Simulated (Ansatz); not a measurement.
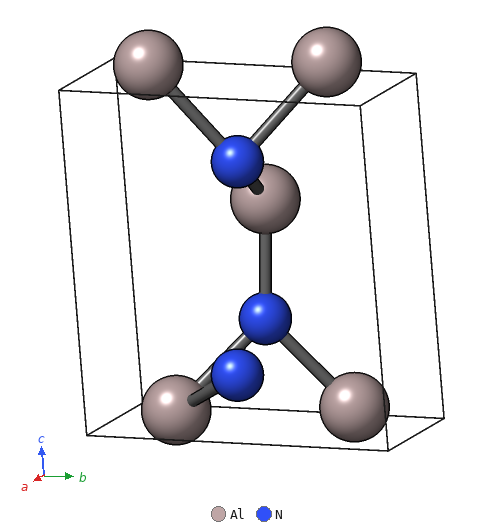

View slightly off an axis, drawn as a ball-and-stick model. The lines enclose the cell (the run's own, in a reduced setting); boundary atoms appear with their images.

```yaml
crystal:
  lattice:
    - [3.40471, 0.00000, 0.33862]
    - [-0.07231, 0.00000, 4.81297]
    - [1.70236, -5.51542, 0.16931]
  atoms:
    - { symbol: Al, position: [0.64499, 0.23586, 0.05085] }
    - { symbol: Al, position: [0.30416, 0.76414, 0.05085] }
    - { symbol: Al, position: [0.18457, 0.50000, 0.63085] }
    - { symbol: N, position: [0.35000, 0.50000, 0.30001] }
    - { symbol: N, position: [0.90570, 0.50000, 0.18860] }
    - { symbol: N, position: [0.61058, 0.50000, 0.77884] }
```

Method used: Ansatz 0.2.0, DFT PBE, scalar-relativistic, plane waves, PAW. It ran with cutoff 420 eV, k-points about 0.16 Å⁻¹ apart, Gaussian smearing of 0.1 eV, no spin polarisation.

Q: What charge does Bader's analysis assign to each element?

A: Al +1.44 to +2.32 e; N -2.44 to -1.27 e.

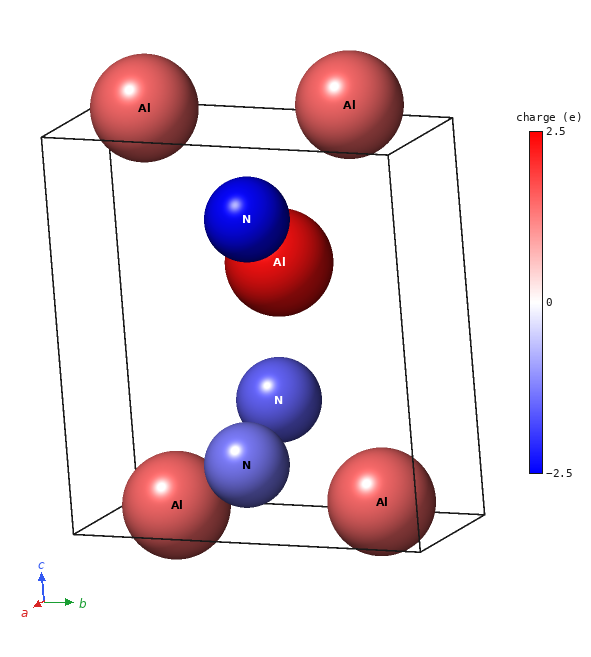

The atoms coloured by those charges.

Provenance: a structure type filled with these elements by a generator (whether the compound takes this form wasn't checked). Earlier steps of the study may have refined or changed the cell and positions. It was run through Ansatz as a DFT input.
